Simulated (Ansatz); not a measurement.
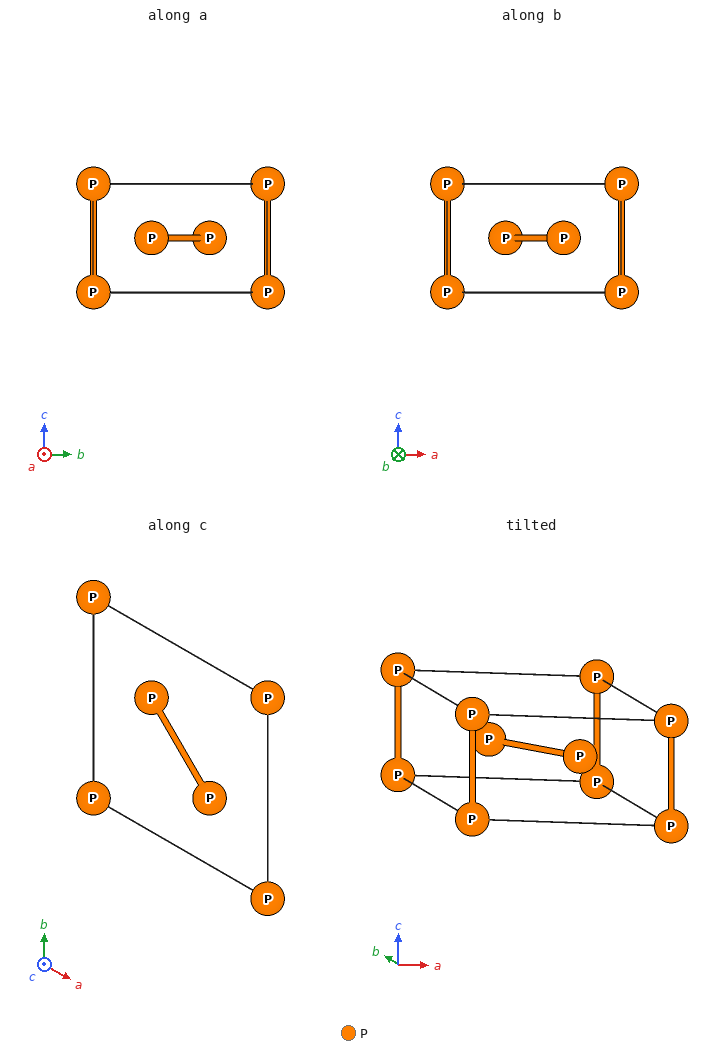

Shown here is a ball-and-stick view of the crystal, taken along the a axis, along the b axis, along the c axis and slightly off an axis. The parallelepiped is the conventional unit cell.

Lattice parameters: a = 4.9225 Å, b = 4.9225 Å, c = 2.6499 Å, α = 90.000°, β = 90.000°, γ = 120.000°.

### Set out the cell and atoms as a CIF with its space group and independent sites.

```cif
data_structure
_symmetry_space_group_name_H-M 'P 6/m m m'
_symmetry_Int_Tables_number 191
_cell_length_a 4.9225
_cell_length_b 4.9225
_cell_length_c 2.6499
_cell_angle_alpha 90.000
_cell_angle_beta 90.000
_cell_angle_gamma 120.000
_cell_volume 55.61
loop_
_atom_site_label
_atom_site_type_symbol
_atom_site_symmetry_multiplicity
_atom_site_Wyckoff_symbol
_atom_site_fract_x
_atom_site_fract_y
_atom_site_fract_z
_atom_site_occupancy
P1 P 1 a 0.0000 0.0000 0.0000 1
P2 P 2 d 0.3333 0.6667 0.5000 1
```

The structure comes from a structure type filled with this element by a generator (whether the element takes this form wasn't checked). Earlier steps of the study may have refined or changed the cell and positions. Ansatz was used for an electronic-structure calculation on it.

At this level of theory the cell isn't at rest (stretched, at -6 GPa), so its distances can differ from those at equilibrium, the more so the softer the solid.
